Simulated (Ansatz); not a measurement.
```
CELL_PARAMETERS angstrom
0.00000 2.86182 2.86182
0.00000 -2.86182 2.86182
11.78547 -0.47697 -0.47697
ATOMIC_POSITIONS crystal
Al 0.51012 0.50000 0.06071
Al 0.01012 0.00000 0.06071
Al 0.55059 0.50000 0.30353
Al 0.05059 0.00000 0.30353
Al 0.59106 0.50000 0.54636
Al 0.09106 0.00000 0.54636
Ni 0.61130 0.00000 0.66777
Ni 0.11130 0.50000 0.66777
Ni 0.53035 0.00000 0.18212
Ni 0.03035 0.50000 0.18212
Ni 0.57082 0.00000 0.42495
Ni 0.07082 0.50000 0.42495
```

Space group Cm; a point of a scan over the structure, not its minimum; not relaxed (largest force 1.0 eV/Å); computed pressure about −5 GPa in this cell; computed without spin polarisation; PAW files of the earlier set (soft_1).

Computed with DFT PBEsol, scalar-relativistic, plane waves, PAW in Ansatz 0.2.0.

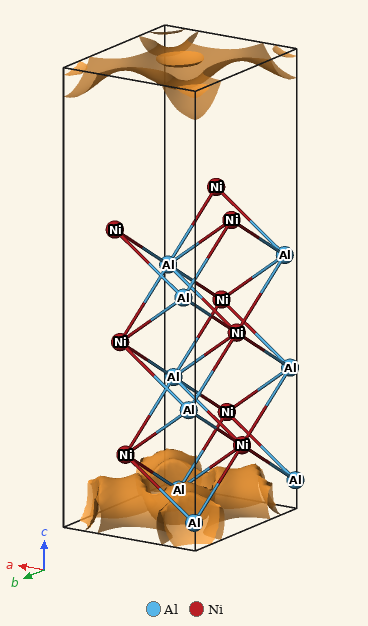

AlNi. Isosurface of the ELF at 0.6 (orange), seen at an oblique angle. Core shells and regions of very low density are left out. Sticks mark near contacts.

> Describe the localisation domains.

The surface consists of sheets that run through the cell in two directions, counted in one cell of 12 atoms. Regions shared between cells count once. Along the contacts the grid gives the following. Al–Ni (2.48 Å): the ELF is about 0.40 at the midpoint.

> Does the calculation make it a metal, or give it a gap?

It is gapless in this calculation (a metal or semimetal).
